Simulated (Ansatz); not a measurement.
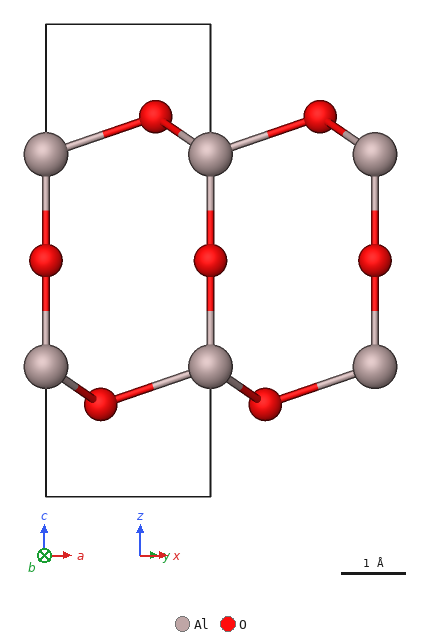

A crystal of Al2O3 (P-3m1): the ratio of the cell's length along z to its lengths across, counted as 1 for the reference, is changed at fixed volume (a c/a path), with the atoms kept at their fractional coordinates. x, y and z are the Cartesian axes of the input. The picture shows the reference cell. Style: ball-and-stick. Shown: the cell of the calculation, repeated 2 × 2 × 1 with one cell outlined, along the b axis.

Computed with Ansatz 0.2.0, DFT PBE+D3(BJ), scalar-relativistic, plane waves, PAW. Settings: plane-wave cutoff 420 eV; k-point mesh 12 × 12 × 4; occupations gaussian; smearing width 0.05 eV; no spin polarisation. Energies (free energies at the smearing named) are counted from the relaxed crystal.

```
Al O
1.0
     2.99632    0.00000    0.00000
    -1.49816    2.59489    0.00000
     0.00000    0.00000    7.44895
Al O
2 3
Direct
  0.00000 0.00000 0.27529
  0.00000 0.00000 0.72471
  0.33333 0.66667 0.19534
  0.66667 0.33333 0.80466
  0.00000 0.00000 0.50000
```

> Give the energy at each point (the relative ratio: 0.80, 0.85, 0.92, 0.96, 1.00, 1.05, 1.10, 1.20, 1.30).

```
axial ratio over its reference value  energy change (meV/atom)
                                0.80                       693
                                0.85                       351
                                0.92                        87
                                0.96                        20
                                1.00                         0
                                1.05                        27
                                1.10                       101
                                1.20                       345
                                1.30                       665
```

Of the computed points the lowest is at the relative ratio 1.00, 0 meV/atom. The distortion keeps the space group P-3m1. At the relative ratio 1.30 the cell of the drawing goes a 2.996 → 2.745 Å, b 2.996 → 2.745 Å, c 7.449 → 8.873 Å. The band gap on the mesh, 2.42 eV in the reference, closes at 1.30.
